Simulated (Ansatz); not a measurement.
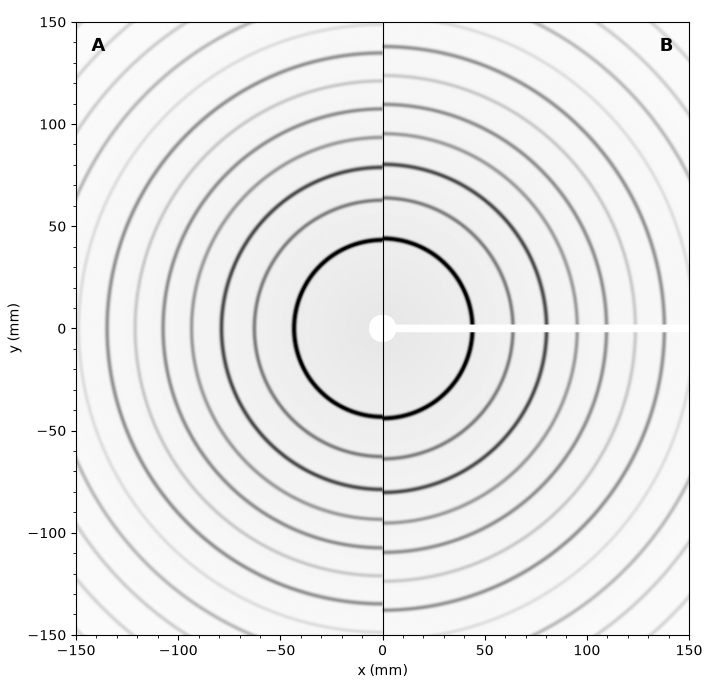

Simulated X-ray powder rings on a flat area detector normal to the beam: λ = 0.7107 Å, sample-to-detector distance 170 mm, axes in mm from the beam centre, for a fine-grained powder without texture. Kinematic intensities with B = 1.0 Å² for all atoms, without absorption; brightness goes as intensity to the power 0.5, clipped at the top. Reflections closer than the ring width show as one ring. The left and right halves show two different samples, each scaled to its strongest ring.

Both are Y in Im-3m, with cells of different size. Origins: A, the input geometry of an electronic-structure calculation (not necessarily at equilibrium); the starting structure was generated, so it need not be a known form of this composition; B, the end point of a relaxation with Ansatz 0.2.0, DFT, PBEsol, plane waves (420 eV) with PAW, scalar-relativistic; the starting structure was generated, so it need not be a known form of this composition.

Which half has the larger cell, and by how much?

Answer. Half A: the volume of B is 4.7 % smaller than that of A, and a larger cell draws the rings inwards on average.
A: a = 4.042 Å, b = 4.042 Å, c = 4.042 Å, α = 90.00°, β = 90.00°, γ = 90.00°; 110 at 43.3 mm (d = 2.86 Å), 200 at 62.7 mm (d = 2.02 Å), 211 at 78.8 mm (d = 1.650 Å), 220 at 93.5 mm (d = 1.429 Å).
B: a = 3.978 Å, b = 3.978 Å, c = 3.978 Å, α = 90.00°, β = 90.00°, γ = 90.00°; 110 at 44.0 mm (d = 2.81 Å), 200 at 63.8 mm (d = 1.989 Å), 211 at 80.3 mm (d = 1.624 Å), 220 at 95.3 mm (d = 1.406 Å).
